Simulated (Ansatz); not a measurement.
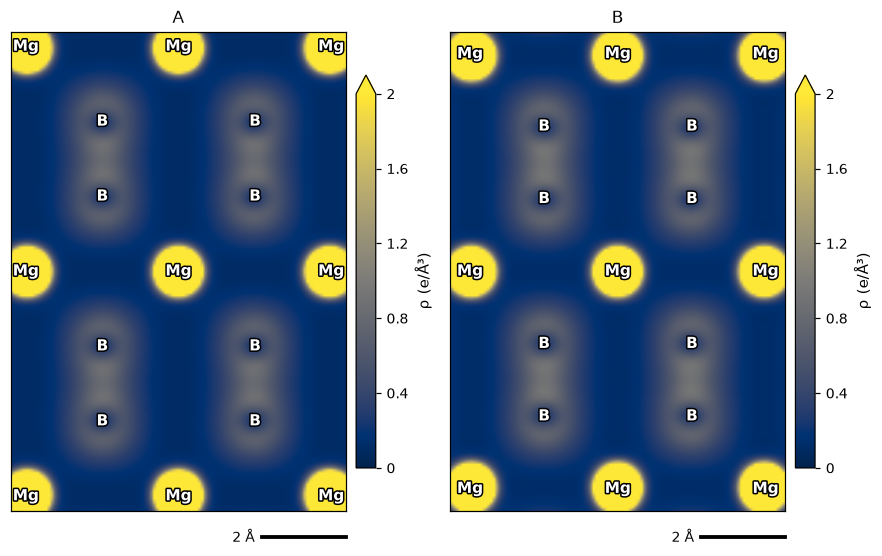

MgB₂. The valence charge density (pseudo) of two cells that differ in size, on the (110) plane of each (indices in the axes of the calculation cell), at one length scale and on one colour scale: A has 9.9 Å³ an atom and B 9.0.

These are results of DFT PBEsol, scalar-relativistic, plane waves, PAW in Ansatz, not measurements.

The density is the valence pseudo-density of a PAW calculation; it isn't the true density close to the nuclei.

Question: What does the compression do to the bonding and the properties?

Answer: From the larger cell to the smaller, Mg–B goes from 2.54 to 2.45 Å, and the density at its midpoint from 0.2 to 0.23 e/Å³; B–B goes from 1.78 to 1.72 Å, and the density at its midpoint from 0.82 to 0.9 e/Å³; the pressure goes from −5 to 11 GPa.
